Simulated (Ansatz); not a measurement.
The coordinates of a crystal:

```cif
data_structure
_symmetry_space_group_name_H-M 'P -3 m 1'
_symmetry_Int_Tables_number 164
_cell_length_a 2.6943
_cell_length_b 2.6943
_cell_length_c 26.5350
_cell_angle_alpha 90.000
_cell_angle_beta 90.000
_cell_angle_gamma 120.000
_cell_volume 166.81
loop_
_atom_site_label
_atom_site_type_symbol
_atom_site_symmetry_multiplicity
_atom_site_Wyckoff_symbol
_atom_site_fract_x
_atom_site_fract_y
_atom_site_fract_z
_atom_site_occupancy
Cu1 Cu 2 c 0.00000 0.00000 0.37383 1
Cu2 Cu 2 d 0.66667 0.33333 0.29000 1
Cu3 Cu 2 d 0.33333 0.66667 0.45793 1
```

Question: Describe what this structure looks like.

Answer: The element is copper. The cell holds six atoms. Cu takes three kinds of site: 2c with twelve Cu in a cuboctahedral arrangement at 2.69 to 2.72 Å; 2d with nine Cu at 2.69 to 2.71 Å; 2d with twelve Cu in a cuboctahedral arrangement at 2.69 to 2.72 Å. The bonds build Cu layers parallel to (001).

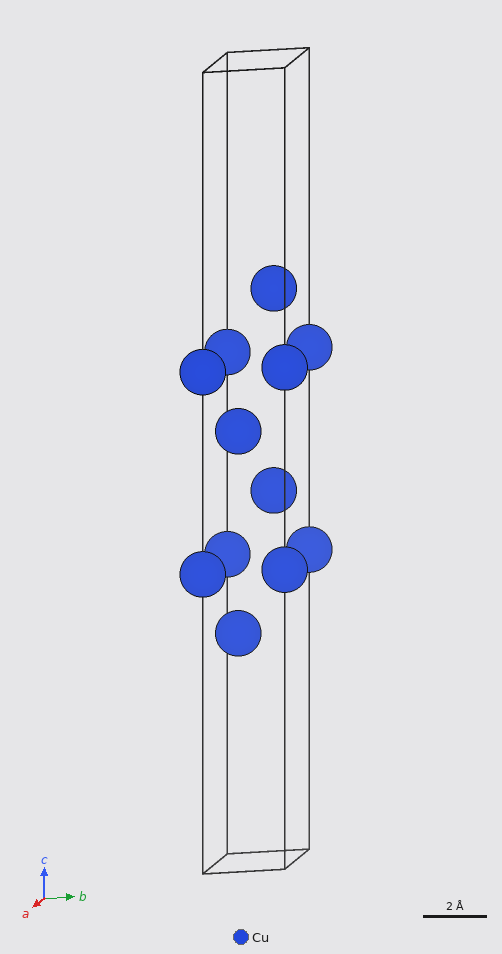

Spheres-only drawing of the structure, looking slightly off an axis. The simulation cell is drawn as a box. Colours: copper blue.

Starting structure: a structure listed in the Materials Project. The cell was then strained or its atoms displaced on purpose. An electronic-structure calculation with Ansatz was run on it.

At this level of theory the run's own cell isn't at rest (stretched, at -10 GPa and forces up to 0.9 eV/Å), so its distances can differ from those at equilibrium, the more so the softer the solid.
